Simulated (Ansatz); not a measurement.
Si128C127 (charge −2): single-point calculation (part 2 of 3)

The same run, continued: Si128C127 (defect cell, 255 atoms in the cell, total charge −2); DFT, HSE06, PAW, plane waves (Ansatz 0.2.0); cutoff 420 eV, 1×1×1 k-mesh, Fermi–Dirac smearing of 0.01 eV. 

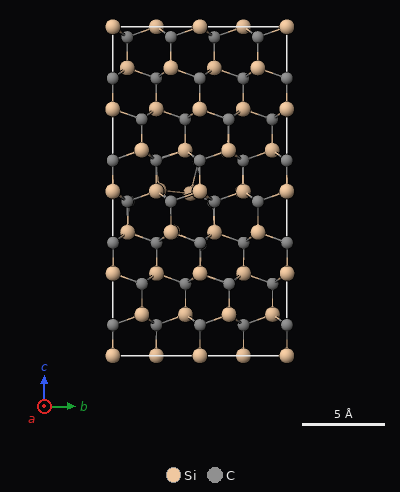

Fig. 1: The input geometry (ball-and-stick view of the cell of the calculation, along the a axis).

### The program's output, continued
```
SCF iter   1: F=—  HF=-113278.319410 eV  |F-HF|=—  |Δ(HF+E_count)|=         —  Δρ=5.13e-3  dr2=3.44e0  ethr=1.77e-3  ⟨swp⟩=13.0  Hψ=4463  notcnv=0
preconditioner: auto → none  [insulator: Δε(μ)=1.498 eV  Ē_g=11.870 eV  σ=0.010 eV  W_gap=1.00  n_scr=560 (ndim 8)  ℏωp=23.1 eV  f_vac=0.000  D(μ)=0.00/eV (n_scr^D=0)]
SCF iter   2: F=—  HF=-113277.728794 eV  |F-HF|=—  |Δ(HF+E_count)|=   5.91e-1  Δρ=2.01e-3  dr2=4.27e-1  ethr=3.37e-4  ⟨swp⟩=10.0  Hψ=2041  notcnv=0  defer=19
SCF iter   3: F=—  HF=-113277.682083 eV  |F-HF|=—  |Δ(HF+E_count)|=   4.67e-2  Δρ=8.61e-4  dr2=1.05e-1  ethr=4.18e-5  ⟨swp⟩=8.0  Hψ=2266  notcnv=0  defer=90
SCF iter   4: F=—  HF=-113277.670167 eV  |F-HF|=—  |Δ(HF+E_count)|=   1.19e-2  Δρ=3.54e-4  dr2=1.34e-2  ethr=1.03e-5  ⟨swp⟩=6.0  Hψ=2222  notcnv=0  defer=104
iter 5 solved again at ethr=9.88e-8 eV; its pass at ethr=1.31e-6 eV (dr2=1.01e-3 eV) is discarded
SCF iter   5: F=—  HF=-113277.668504 eV  |F-HF|=—  |Δ(HF+E_count)|=   1.66e-3  Δρ=1.31e-4  dr2=1.01e-3  ethr=9.88e-8  ⟨swp⟩=6.0  Hψ=3699  notcnv=0  defer=25
SCF iter   6: F=—  HF=-113277.668308 eV  |F-HF|=—  |Δ(HF+E_count)|=   1.97e-4  Δρ=5.49e-5  dr2=8.63e-5  ethr=9.88e-8  ⟨swp⟩=7.0  Hψ=1518  notcnv=0  defer=23
SCF iter   7: F=-113277.668295 eV  HF=-113277.668302 eV  |F-HF|=7.28e-6  |Δ(HF+E_count)|=   5.52e-6  Δρ=1.67e-5  dr2=1.04e-5  ethr=8.44e-9  ⟨swp⟩=7.0  Hψ=1788  notcnv=0  defer=12
SCF 1 stopped early in 7 iterations: F = -113277.668295 eV  dr2 = 1.04e-5
  greatest PAW one-centre occupation: 0.650 electrons in one spin orbital (limit 2), on the C atom at site 180 (counted from 0), in its partial waves of l = 0
Initial density: handed on by an earlier stage of this run
Initial wavefunctions: those handed on with the density
Functional: x = pbe(κ = 0.804, μ = 0.2195149727645171) + 0.25 (exact − pbe) at short range (hse, ω = 0.20786987370883472 Å⁻¹), c = pbe(β = 0.06672455060314922); HSE06 as pw.x's `hse` composes it (authors' and Libxc's form: `xc: wpbeh`)
Exchange kernel: α = 0.2500, screened, ω = 0.2079 Å⁻¹, Wigner–Seitz truncation, v(0) = 987.1339 eV·Å³, q-mesh 1×1×1, nearest image of the exchange supercell L = 10.66 Å, pair-density grid 60×54×96, without the augmentation charges, whose exchange is taken in its separable form (sized by the pseudopotential files, 81×75×135 at the most), smooth part of the exchange summed in real space on grids 56×
Frozen-core exchange: fock
SCF iter   1: F=—  HF=-113358.764381 eV  |F-HF|=—  |Δ(HF+E_count)|=         —  Δρ=5.66e-3  dr2=5.18e-1  ethr=1.02e-8  ⟨swp⟩=19.0  Hψ=6271  notcnv=0
preconditioner: auto → none  [insulator: Δε(μ)=1.559 eV  Ē_g=13.646 eV  σ=0.010 eV  W_gap=1.00  n_scr=560 (ndim 8)  ℏωp=23.1 eV  f_vac=0.000  D(μ)=0.00/eV (n_scr^D=0)]
SCF iter   2: F=—  HF=-113358.574922 eV  |F-HF|=—  |Δ(HF+E_count)|=   1.89e-1  Δρ=2.64e-3  dr2=1.26e-1  ethr=1.02e-8  ⟨swp⟩=6.0  Hψ=3760  notcnv=0
SCF iter   3: F=—  HF=-113358.905131 eV  |F-HF|=—  |Δ(HF+E_count)|=   3.30e-1  Δρ=1.67e-3  dr2=1.59e-1  ethr=1.02e-8  ⟨swp⟩=6.0  Hψ=3829  notcnv=0
SCF iter   4: F=—  HF=-113358.918558 eV  |F-HF|=—  |Δ(HF+E_count)|=   1.34e-2  Δρ=1.20e-3  dr2=2.90e-1  ethr=1.02e-8  ⟨swp⟩=7.0  Hψ=3926  notcnv=0
SCF iter   5: F=—  HF=-113358.881808 eV  |F-HF|=—  |Δ(HF+E_count)|=   3.68e-2  Δρ=7.88e-4  dr2=9.56e-2  ethr=1.02e-8  ⟨swp⟩=6.0  Hψ=3296  notcnv=0
SCF iter   6: F=—  HF=-113358.865162 eV  |F-HF|=—  |Δ(HF+E_count)|=   1.66e-2  Δρ=2.63e-4  dr2=1.21e-2  ethr=1.02e-8  ⟨swp⟩=5.0  Hψ=3151  notcnv=0
SCF iter   7: F=—  HF=-113358.863158 eV  |F-HF|=—  |Δ(HF+E_count)|=   2.00e-3  Δρ=6.03e-5  dr2=9.12e-4  ethr=1.02e-8  ⟨swp⟩=5.0  Hψ=2366  notcnv=0
SCF iter   8: F=—  HF=-113358.867338 eV  |F-HF|=—  |Δ(HF+E_count)|=   4.18e-3  Δρ=9.54e-5  dr2=3.61e-4  ethr=1.02e-8  ⟨swp⟩=6.0  Hψ=2647  notcnv=0
SCF iter   9: F=-113358.867227 eV  HF=-113358.867241 eV  |F-HF|=1.36e-5  |Δ(HF+E_count)|=   9.69e-5  Δρ=1.54e-5  dr2=3.14e-5  ethr=1.02e-8  ⟨swp⟩=4.0  Hψ=1777  notcnv=0
SCF 2 stopped early in 9 iterations: F = -113358.867227 eV  dr2 = 3.14e-5
  Residual-converged pass: ⟨swp⟩=4.0  Hψ=1825  notcnv=0  max |occ|·‖R‖ = 6.0e-6 eV (tolerance 6.7e-6 eV)  dr2=3.14e-5  dr2_onsite=7.20e-8  max |Δocc| = 0.0e0
  greatest PAW one-centre occupation: 0.651 electrons in one spin orbital (limit 2), on the C atom at site 180 (counted from 0), in its partial waves of l = 0
hybrid outer 1: dexx = +3.516e-1 eV, tail = 1.54e-4 eV
SCF iter   1: F=—  HF=-113358.864687 eV  |F-HF|=—  |Δ(HF+E_count)|=         —  Δρ=1.57e-5  dr2=1.90e-5  ethr=7.55e-8  ⟨swp⟩=15.0  Hψ=2344  notcnv=0
preconditioner: auto → none  [insulator: Δε(μ)=1.513 eV  Ē_g=13.655 eV  σ=0.010 eV  W_gap=1.00  n_scr=560 (ndim 8)  ℏωp=23.1 eV  f_vac=0.000  D(μ)=0.00/eV (n_scr^D=0)]
SCF iter   2: F=—  HF=-113358.864686 eV  |F-HF|=—  |Δ(HF+E_count)|=   1.51e-6  Δρ=5.71e-6  dr2=1.34e-6  ethr=1.71e-9  ⟨swp⟩=3.0  Hψ=1651  notcnv=0
SCF iter   3: F=—  HF=-113358.864687 eV  |F-HF|=—  |Δ(HF+E_count)|=   1.25e-6  Δρ=3.79e-6  dr2=1.44e-6  ethr=1.16e-10  ⟨swp⟩=9.0  Hψ=2335  notcnv=0  defer=34
SCF iter   4: F=—  HF=-113358.864687 eV  |F-HF|=—  |Δ(HF+E_count)|=   1.99e-7  Δρ=1.34e-6  dr2=3.70e-7  ethr=1.16e-10  ⟨swp⟩=6.0  Hψ=1526  notcnv=0
SCF iter   5: F=-113358.864687 eV  HF=-113358.864687 eV  |F-HF|=1.09e-8  |Δ(HF+E_count)|=   6.49e-8  Δρ=7.46e-7  dr2=2.18e-8  ethr=3.35e-11  ⟨swp⟩=5.0  Hψ=1408  notcnv=0
SCF 3 converged in 5 iterations: F = -113358.864687 eV  dr2 = 2.18e-8
  Residual-converged pass: ⟨swp⟩=3.0  Hψ=1279  notcnv=0  max |occ|·‖R‖ = 4.9e-6 eV (tolerance 5.0e-6 eV)  dr2=2.14e-8  dr2_onsite=4.04e-10  max |Δocc| = 0.0e0
```

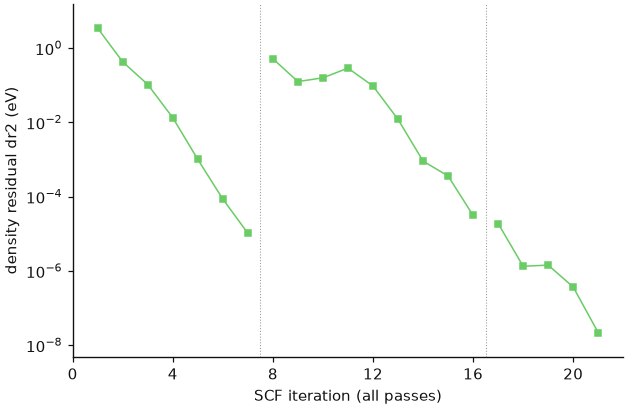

Fig. 2: Convergence of the self-consistent field: density residual dr2 against the SCF iteration. The run starts with a semilocal functional; after that each stretch between dotted lines is one SCF of the hybrid functional between two exact rebuilds of the exchange operator by the outer loop. Early passes are stopped at a loose threshold. The passes take 7, 9 and 5 iterations.

```
hybrid outer 2: dexx = +1.482e-6 eV, tail = 5.04e-8 eV, Δε = 1.49e-3 eV (about 3.55e-5 eV left of the loop's levels), ΔF = 3.31e-3 eV/Å (tail 2.94e-4)
NSCF: frozen V_eff on 1 k-points
hybrid SCF converged: 2 outer / 14 inner (+7 warm-up), last move |dexx| = 1.48e-6 eV, tail = 5.04e-8 eV
Stability not checked: this state was not tested for a lower state beside it, because the functional holds exact exchange (a hybrid, or Hartree-Fock), whose exchange loop this test does not read (fock_operator; see scf.lower_state_search)
Free energy (F): -113358.864687 eV
Harris-Foulkes:  -113358.864687 eV  (|F-HF|=1.09e-8)
Internal energy: -113358.864687 eV  (E = F + TS)
E sigma→0 (E₀):  -113358.864687 eV
Fermi energy:    11.576197 eV
--- Per-component energies (eV) ---
  E_band       = 2447.154369
  E_kinetic    = 17306.674695
  E_local      = -13262.778297  (includes V_loc(G=0)·N_el)
  E_nonlocal   = 6453.329932
  E_hartree    = 4151.217116
  E_xc         = -10950.172289
  E_vxc        = -11282.580470  (∫ρ·V_xc dr)
  E_exx        = -1938.974678  (= α·E_x^exact, valence–valence)
  E_paw        = -78891.663494  (= ΣΔE_a)
  E_vpaw       = -1191.979281  (= ΣTr[D̂ρ^β])
  E_aug_tail   = 0.001600  (compensation charges beyond the density's cutoff)
  E_ewald      = -36216.745669
  E_core_change = -9.753608  (= ΣΔE_core)
  E_smearing   = -0.000000  (= −TS)
  E_closure    = 0.000005  (closes the sum)
  E_deformation_potential = -36.093577  (in the stress; not in F)
  Σ components = -113358.864687   (vs F -113358.864687, Δ=0.00e0)
--- Forces (eV/Å), atoms counted from 1 ---
  atom   1  Si    -0.00186430    -0.00057476     0.00438262
  atom   2  Si    -0.00139659    -0.00025437    -0.02150351
  atom   3  Si     0.00450989     0.00024316     0.00280635
  atom   4  Si     0.00144155     0.00739938    -0.02291173
  atom   5  Si     0.00214470     0.00372916     0.00944868
  atom   6  Si     0.00300915     0.00162455    -0.02337390
  atom   7  Si    -0.00114215     0.00002833     0.00462913
  atom   8  Si    -0.00005289    -0.00320572    -0.02297315
  atom   9  Si     0.00005070     0.00383067     0.00800373
  atom  10  Si     0.00079527     0.01399396    -0.02299920
  atom  11  Si    -0.01026220    -0.00111424     0.01366235
  atom  12  Si     0.00854204     0.00593874    -0.02147566
  atom  13  Si     0.00801621    -0.00143810     0.01716930
  atom  14  Si     0.00919004    -0.00610290    -0.02708978
  atom  15  Si     0.00182765    -0.00282182     0.00226423
  atom  16  Si    -0.00005505     0.00083829    -0.02106800
  atom  17  Si    -0.00380623    -0.00009268     0.00310683
  atom  18  Si    -0.00273533     0.00782538    -0.02290351
  atom  19  Si     0.00908329    -0.00244271     0.01720966
  atom  20  Si    -0.00719266     0.00588358    -0.02447644
  atom  21  Si    -0.00245870     0.02971965     0.07667404
  atom  22  Si    -0.00041898    -0.00492696    -0.02513587
  atom  23  Si     0.00406733    -0.00242106     0.01254190
  atom  24  Si    -0.00355851    -0.00178524    -0.02891213
  atom  25  Si    -0.00375591     0.00225160     0.00737720
  atom  26  Si    -0.00578048     0.00063922    -0.02455143
  atom  27  Si    -0.00665787    -0.00083258     0.01681849
  atom  28  Si    -0.01091619    -0.00544824    -0.02740465
  atom  29  Si    -0.00434805    -0.00133315     0.01035120
  atom  30  Si     0.00441082    -0.00240485    -0.02865098
  atom  31  Si    -0.00326287    -0.00139398     0.00408179
  atom  32  Si    -0.00227491     0.00074845    -0.02205662
  atom  33  Si    -0.00145826     0.00154037     0.00259966
  atom  34  Si    -0.00098442     0.00930010    -0.01964911
  atom  35  Si     0.01018609     0.00553704     0.00174280
  atom  36  Si     0.04929112     0.03195537    -0.01951567
  atom  37  Si     0.00162952     0.00269539     0.00733286
  atom  38  Si     0.01181716    -0.00126544    -0.01746107
  atom  39  Si     0.00075326     0.00148778     0.00499796
  atom  40  Si     0.00019486    -0.00549758    -0.01208720
  atom  41  Si    -0.00100928     0.00340561     0.00552517
  atom  42  Si     0.00658919     0.02221510    -0.02103673
  atom  43  Si    -0.00049583     0.00028845     0.01710229
  atom  44  Si     0.04514610    -0.01394621    -0.04416529
  atom  45  Si    -0.00093352    -0.00013891     0.00668858
  atom  46  Si     0.01115343    -0.00904652    -0.02397859
  atom  47  Si     0.00069896    -0.00321229     0.00206590
  atom  48  Si     0.00571184    -0.00275565    -0.01424591
  atom  49  Si    -0.00344328     0.00413644     0.00294976
  atom  50  Si    -0.05445823     0.04161857    -0.02191143
  atom  51  Si     0.00139279     0.00172505     0.01513228
  atom  52  Si    -0.04118284    -0.02213047    -0.03966994
  atom  53  Si     0.00143922    -0.00228019     0.01881400
  atom  54  Si     0.00088510    -0.01237138    -0.02538719
  atom  55  Si     0.00060392     0.00262441     0.00515159
  atom  56  Si     0.00693633     0.00214784    -0.01703918
  atom  57  Si     0.00026606     0.00151538     0.00727996
  atom  58  Si    -0.01375412    -0.00397443    -0.01821054
  atom  59  Si     0.00066519     0.00104964     0.00713323
  atom  60  Si    -0.00901617    -0.00906002    -0.02215935
  atom  61  Si     0.00104043     0.00156644     0.00495199
  atom  62  Si    -0.00700502     0.00083522    -0.01680518
  atom  63  Si     0.00035968    -0.00105758     0.00478667
  atom  64  Si    -0.00297424    -0.00086376    -0.01111116
  atom  65  Si     0.00060395     0.00141270     0.00232739
  atom  66  Si    -0.00137677     0.00145156    -0.00280824
  atom  67  Si    -0.00081878    -0.00168512     0.00534829
  atom  68  Si     0.00082773    -0.00180647    -0.01193767
  atom  69  Si     0.01245098     0.01518995    -0.00395034
  atom  70  Si     0.00132930     0.00394576    -0.00754095
  atom  71  Si     0.01488993     0.00883154     0.00765386
  atom  72  Si     0.00150245    -0.00058125    -0.00778822
  atom  73  Si     0.00449061    -0.00913844     0.00821770
  atom  74  Si    -0.00063681    -0.00009951    -0.00939303
  atom  75  Si    -0.00191545    -0.00016964     0.00230862
  atom  76  Si    -0.00084039     0.00153791    -0.00743996
  atom  77  Si    -0.01538694     0.02027975    -0.00075692
  atom  78  Si    -0.00179471     0.00477709    -0.00733215
  atom  79  Si    -0.00151293     0.15966610    -0.04065529
  atom  80  Si     0.00034060    -0.00055612    -0.00809939
  atom  81  Si     0.03819742    -0.03664475     0.01897055
  atom  82  Si     0.00155483    -0.00097375    -0.00823034
  atom  83  Si     0.01622113    -0.00324245     0.00906559
  atom  84  Si    -0.00272694     0.00603213    -0.00901528
  atom  85  Si    -0.00235250    -0.00004497    -0.00209006
  atom  86  Si    -0.00065015     0.00097468    -0.00375933
  atom  87  Si    -0.02252860     0.00746223     0.00890707
  atom  88  Si    -0.00393048    -0.00085512    -0.00760840
  atom  89  Si    -0.03933119    -0.03866999     0.01760759
  atom  90  Si    -0.00250375     0.00007037    -0.00918749
  atom  91  Si    -0.00299459    -0.00154620     0.00512947
  atom  92  Si    -0.00047885     0.00468192    -0.00641234
  atom  93  Si    -0.00743608    -0.00884653     0.00636459
  atom  94  Si    -0.00052310     0.00133646    -0.00923909
  atom  95  Si    -0.01514113    -0.00325563     0.00728200
  atom  96  Si     0.00184640     0.00526680    -0.00982440
  atom  97  Si     0.00129561    -0.00194977    -0.01780106
  atom  98  Si     0.00067619     0.00133425    -0.00776613
  atom  99  Si    -0.00201662    -0.01379976    -0.00915861
  atom 100  Si    -0.00057959     0.00348243    -0.00747625
  atom 101  Si     0.01498004     0.02664351    -0.03545301
  atom 102  Si     0.00164141    -0.00249116    -0.00609628
  atom 103  Si     0.00112026    -0.00126787    -0.01686586
  atom 104  Si    -0.00040087     0.00210864    -0.00662533
  atom 105  Si     0.00334725     0.01915610    -0.00764076
  atom 106  Si     0.00112842     0.00306488    -0.00889253
  atom 107  Si    -0.06271345     0.11043982     0.07108766
  atom 108  Si     0.00179550     0.00076242    -0.00354576
  atom 109  Si     0.04131826    -0.02235225    -0.03715859
  atom 110  Si     0.00191766     0.00126788    -0.00451956
  atom 111  Si     0.00582401    -0.01810204    -0.01375684
  atom 112  Si    -0.00041788     0.00158659    -0.00737714
  atom 113  Si    -0.00431485    -0.00891933    -0.01051135
  atom 114  Si    -0.00099683     0.00448168    -0.00729902
  atom 115  Si     0.08020900     0.07478718     0.10067027
  atom 116  Si    -0.00079763     0.00057346    -0.00418590
  atom 117  Si    -0.01809044    -0.31645499    -0.09670689
  atom 118  Si     0.00016111     0.00052555    -0.00339848
  atom 119  Si     0.00147501    -0.01235496    -0.01414870
  atom 120  Si     0.00116873     0.00068800    -0.00481308
  atom 121  Si    -0.02414346     0.04549398    -0.03387878
  atom 122  Si    -0.00185916    -0.00087031    -0.00452017
  atom 123  Si    -0.03513445    -0.01978756    -0.04000377
  atom 124  Si    -0.00061901     0.00037451    -0.00415399
  atom 125  Si    -0.00504520    -0.01385805    -0.01092203
  atom 126  Si    -0.00050191     0.00065870    -0.00375734
  atom 127  Si    -0.00697924    -0.01841935    -0.01442961
  atom 128  Si     0.00107488     0.00052517    -0.00801687
  atom 129  C      0.00000102     0.00012565     0.00123872
  atom 130  C     -0.00170536    -0.00324189     0.01159291
  atom 131  C     -0.00204052    -0.00117588     0.00406876
  atom 132  C     -0.00893279     0.00157632     0.01999333
  atom 133  C     -0.00204676    -0.00240663     0.00277038
  atom 134  C     -0.01641840    -0.00500406     0.02291678
  atom 135  C     -0.00018972    -0.00271830    -0.00115174
  atom 136  C     -0.00096946     0.00658172     0.01593605
  atom 137  C     -0.00083866    -0.00359566     0.00232718
  atom 138  C     -0.00152057    -0.01493293     0.01742326
  atom 139  C     -0.00220569    -0.00078045    -0.00087506
  atom 140  C     -0.05283091    -0.02693322     0.06022136
  atom 141  C     -0.00132288    -0.00054642    -0.00129260
  atom 142  C     -0.02092139     0.01664050     0.02971393
  atom 143  C     -0.00015166     0.00004804    -0.00021800
  atom 144  C     -0.00638673     0.00943220     0.01627095
  atom 145  C     -0.00024154    -0.00088854     0.00291521
  atom 146  C      0.00799209    -0.00028834     0.02125077
  atom 147  C      0.00057547    -0.00017270    -0.00027727
  atom 148  C      0.06091618    -0.02575549     0.06891806
  atom 149  C     -0.00020894    -0.00022916    -0.00819011
  atom 150  C      0.00138752     0.00781640     0.14814029
  atom 151  C      0.00227604    -0.00056517     0.00053706
  atom 152  C     -0.01031811     0.00136422     0.02043244
  atom 153  C      0.00087893    -0.00150335     0.00157059
  atom 154  C      0.01751613    -0.00717645     0.01949619
  atom 155  C     -0.00052602    -0.00092082    -0.00100961
  atom 156  C      0.01841003     0.01487673     0.03164278
  atom 157  C     -0.00375787    -0.00120143    -0.00005605
  atom 158  C      0.00967808     0.00029369     0.02273616
  atom 159  C     -0.00023719    -0.00039566    -0.00093322
  atom 160  C      0.00417068     0.01004123     0.01513199
  atom 161  C     -0.00059099    -0.00224454    -0.00272934
  atom 162  C      0.00056475    -0.00147530     0.01288094
  atom 163  C     -0.01278558    -0.00384278    -0.00918447
  atom 164  C     -0.00334930    -0.00302488     0.01193354
  atom 165  C     -0.00752502    -0.00694670    -0.01009953
  atom 166  C     -0.00046924    -0.00336033     0.01042325
  atom 167  C      0.00104554    -0.00200661    -0.01194327
  atom 168  C     -0.00020740    -0.00005441     0.01800791
  atom 169  C     -0.00046332    -0.00278284    -0.00758627
  atom 170  C      0.00032184    -0.00404033     0.01688662
  atom 171  C     -0.04470251    -0.04044363    -0.05015612
  atom 172  C     -0.00226458    -0.00142088     0.01622944
  atom 173  C     -0.01921765     0.00580665    -0.01353822
  atom 174  C     -0.00115379    -0.00003523     0.01635082
  atom 175  C     -0.00586459     0.00412509    -0.00881863
  atom 176  C      0.00041308    -0.00182544     0.01629467
  atom 177  C      0.01739964    -0.00565088    -0.01021699
  atom 178  C      0.00443835    -0.00312964     0.01280647
  atom 179  C      0.04934303    -0.04155757    -0.04357645
  atom 180  C      0.00272019    -0.00014967     0.01789295
  atom 181  C     -0.00248191     0.02614494    -0.11364652
  atom 182  C     -0.00010038     0.00256476     0.01961460
```
